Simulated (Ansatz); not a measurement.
## FeCo: 7 runs along one coordinate

System: FeCo (2 atoms in the cell).
Method: DFT PBE, scalar-relativistic, plane waves, PAW, spin-polarised (Ansatz 0.2.0).

The 7 runs differ only in the geometry, by a strain of the cell at fixed fractional positions. Against run 4, the strain is εzz = η. The structure derives from a Materials Project entry.

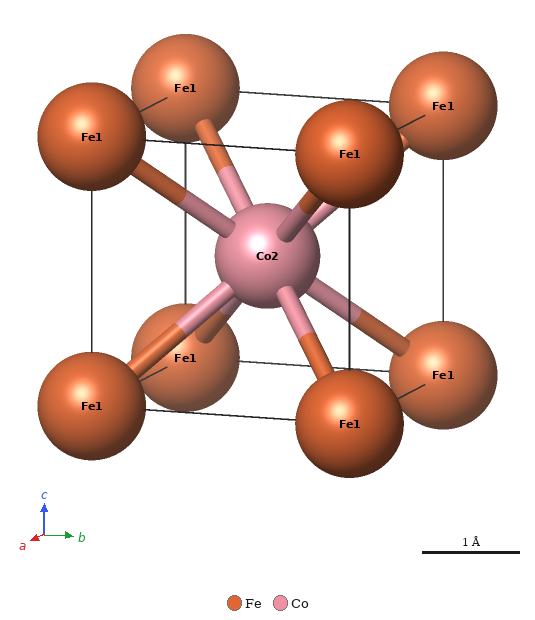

Figure 1. The structure of run 4 (ball-and-stick view of the cell of the calculation, seen slightly off an axis; atoms are numbered from 1 in the order of the input).

### Input of run 4
```yaml
crystal:
  lattice:
    - [2.8449098726, 0.0, 0.0]
    - [0.0, 2.8449098726, 0.0]
    - [0.0, 0.0, 2.8449098726]
  atoms:
    - { symbol: Fe, position: [0.0, 0.0, 0.0], spin: 3.09 }
    - { symbol: Co, position: [0.5, 0.5, 0.5], spin: 2.02 }
basis:
  ecutwfc: 420
kpoints:
  mp_grid: { grid: [14, 14, 14] }
hamiltonian:
  xc: pbe
scf:
  occupations: { method: gaussian, width: 0.1 }
output:
  forces: true
  stress: true
  eigenvalues: true
  populations: true
magnetization:
  spin_polarized: true
```

Command:
```bash
ansatz run input.yaml --threads 1 --pin off --max-ram 1331MiB --backend cpu --events-out ev --progress --plain --runs-dir out
```

Lattice vectors (Å) and fractional positions of run 4:
```
   2.844910    0.000000    0.000000
   0.000000    2.844910    0.000000
   0.000000    0.000000    2.844910
Fe  0.000000  0.000000  0.000000
Co  0.500000  0.500000  0.500000
```

Run 2 differs from it as follows:
```diff
-    - [0.0, 0.0, 2.8449098726]
+    - [0.0, 0.0, 2.7880116752]
```

### Results, with one run withheld

| run | strain parameter η (%) | free energy per atom, from the lowest run given (meV) | pressure (GPa) |
| --- | --- | --- | --- |
| 1 | −3.0000 | 9.82 | 6.52 |
| 2 | −2.0000 | ? | ? |
| 3 | −1.0000 | 1.04 | 2.08 |
| 4 | 0.0000 | 0.00 | 0.01 |
| 5 | 1.0000 | 0.97 | −1.91 |
| 6 | 2.0000 | 3.73 | −3.68 |
| 7 | 3.0000 | 8.14 | −5.35 |

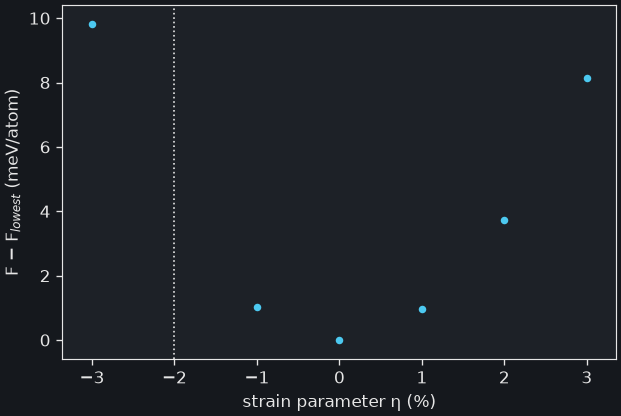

Figure 2. Free energy per atom of the runs given; the dotted line marks run 2.

Estimate the energy of run 2 from the others.

A cubic polynomial in the coordinate, fitted to the 6 runs given, misses them by at most 0.01 meV per atom. With x = η − 0.3333, it reads F = 0.11096 + 0.64676 x + 0.96701 x² − 0.030254 x³ (meV per atom). At run 2 it gives 4.25 meV per atom, and the run itself gives 4.28. The fit has its minimum at η = 0.0040 %.

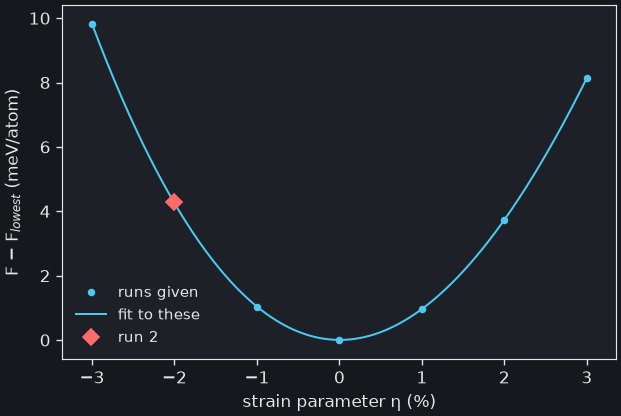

Figure 3. The fit and the withheld run.

### Output, shortened to warnings, some set-up lines, iterations and results (run 2)
```
Basis set: ecut = 420 eV, 461 PW (Γ), exchange–correlation on 40×40×40 points (8 copies of the dense FFT grid, shifted against one another)
Symmetry: 16 space group operations
k-points: 288 of 2744
Initial density: superposition of atomic densities (chi_scale 0.1, normalization cell)
[...]
SCF iter   1: F=—  HF=-9606.381952 eV  |F-HF|=—  |Δ(HF+E_count)|=         —  Δρ=9.03e-2 (↑4.58e-2 ↓9.03e-2)  dr2=2.27e0  dr2_m=2.13e-1  M=4.694 μB ∫|m|=4.776 μB  β_m=0.30  …
SCF iter   2: F=—  HF=-9605.707242 eV  |F-HF|=—  |Δ(HF+E_count)|=   6.75e-1  Δρ=4.25e-2 (↑1.47e-2 ↓4.25e-2)  dr2=2.49e-1  dr2_m=1.27e-1  M=4.704 μB ∫|m|=4.823 μB  β_m=0.38  …
SCF iter   3: F=—  HF=-9606.232929 eV  |F-HF|=—  |Δ(HF+E_count)|=   5.26e-1  Δρ=1.68e-2 (↑1.68e-2 ↓1.68e-2)  dr2=4.30e-2  dr2_m=3.93e-2  M=4.633 μB ∫|m|=4.805 μB  β_m=0.47  …
SCF iter   4: F=—  HF=-9606.531819 eV  |F-HF|=—  |Δ(HF+E_count)|=   2.99e-1  Δρ=2.35e-2 (↑1.56e-2 ↓2.35e-2)  dr2=2.06e-1  dr2_m=1.42e-2  M=4.581 μB ∫|m|=4.777 μB  β_m=0.41  …
SCF iter   5: F=—  HF=-9606.680683 eV  |F-HF|=—  |Δ(HF+E_count)|=   1.49e-1  Δρ=7.34e-3 (↑7.01e-3 ↓7.34e-3)  dr2=2.01e-2  dr2_m=3.67e-3  M=4.552 μB ∫|m|=4.773 μB  β_m=0.70  …
SCF iter   6: F=—  HF=-9606.764094 eV  |F-HF|=—  |Δ(HF+E_count)|=   8.34e-2  Δρ=1.06e-3 (↑1.06e-3 ↓8.46e-4)  dr2=2.56e-4  dr2_m=9.43e-6  M=4.523 μB ∫|m|=4.773 μB  β_m=0.70  …
SCF iter   7: F=—  HF=-9606.764173 eV  |F-HF|=—  |Δ(HF+E_count)|=   7.92e-5  Δρ=3.32e-4 (↑3.32e-4 ↓3.05e-4)  dr2=2.39e-5  dr2_m=5.86e-6  M=4.523 μB ∫|m|=4.773 μB  β_m=0.85  …
SCF iter   8: F=—  HF=-9606.764253 eV  |F-HF|=—  |Δ(HF+E_count)|=   7.96e-5  Δρ=1.34e-4 (↑4.88e-5 ↓1.34e-4)  dr2=4.22e-6  dr2_m=5.82e-7  M=4.522 μB ∫|m|=4.774 μB  β_m=0.90  …
SCF iter   9: F=—  HF=-9606.764253 eV  |F-HF|=—  |Δ(HF+E_count)|=   8.26e-8  Δρ=1.61e-5 (↑1.54e-5 ↓1.61e-5)  dr2=7.45e-8  dr2_m=2.13e-8  M=4.522 μB ∫|m|=4.774 μB  β_m=0.95  …
SCF iter  10: F=—  HF=-9606.764253 eV  |F-HF|=—  |Δ(HF+E_count)|=   1.27e-8  Δρ=1.06e-5 (↑5.71e-6 ↓1.06e-5)  dr2=3.36e-8  dr2_m=2.67e-9  M=4.522 μB ∫|m|=4.774 μB  β_m=0.85  …
SCF iter  11: F=-9606.764252 eV  HF=-9606.764253 eV  |F-HF|=3.24e-8  |Δ(HF+E_count)|=   1.77e-9  Δρ=1.17e-5 (↑2.31e-6 ↓1.17e-5)  dr2=3.72e-8  dr2_m=4.72e-9  M=4.522 μB …
SCF 1 converged in 11 iterations: F = -9606.764252 eV  dr2 = 3.72e-8
SCF converged after 11 iterations
Magnetization: 4.5216 μB (18.7608 up, 14.2392 down)
Absolute magnetization: 4.7746 μB (∫|ρ↑−ρ↓|, with the PAW one-centre terms)
Spin contamination: 0.0777 ħ² per cell (⟨S²⟩ above its minimum at these occupations)
Per-site moments (μB) at R_I (Å): [(2.7887917253321235, 1.009572860756198), (1.829239102962816, 1.009572860756198)]
Free energy (F): -9606.764252 eV
Harris-Foulkes:  -9606.764253 eV  (|F-HF|=3.24e-8)
Internal energy: -9606.757568 eV  (E = F + TS)
E sigma→0 (E₀):  -9606.760910 eV
Entropy (-TS):   -0.006684 eV (-3.342 meV/atom)
Fermi energy:    18.800579 eV
--- Per-component energies (eV) ---
  E_band       = -467.191347
  E_kinetic    = 801.944396
  E_local      = -4947.110215  (includes V_loc(G=0)·N_el)
  E_nonlocal   = 674.371741
  E_hartree    = 2074.207912
  E_xc         = -276.531518
  E_vxc        = -356.490959  (∫ρ·V_xc dr)
  E_paw        = -2882.318806  (= ΣΔE_a)
  E_vpaw       = -788.329474  (= ΣTr[D̂ρ^β])
  E_aug_tail   = 0.000932  (compensation charges beyond the density's cutoff)
  E_ewald      = -5051.322010
  E_smearing   = -0.006684  (= −TS)
  E_closure    = -0.000000  (closes the sum)
  Σ components = -9606.764252   (vs F -9606.764252, Δ=0.00e0)
--- Forces (eV/Å), atoms counted from 1 ---
  atom   1  Fe    -0.00000000    -0.00000000     0.00000000
  atom   2  Co    -0.00000000    -0.00000000     0.00000000
  max |Σ_I F_I| component: 1.85e-29 eV/Å
--- Stress (GPa, compression-positive) ---
        3.345534       0.000000       0.000000
        0.000000       3.345534       0.000000
        0.000000       0.000000       6.085949
  P = ⅓ Tr σ = 4.2590 GPa (42.590 kbar)
--- Löwdin populations: 2 sites ---
  site symbol       q [e]    m [muB]
     0     Fe     15.7463     2.8486
     1     Co     16.7693     1.8197
  spilling = 0.014678 (of n_electrons = 33.000000)
```
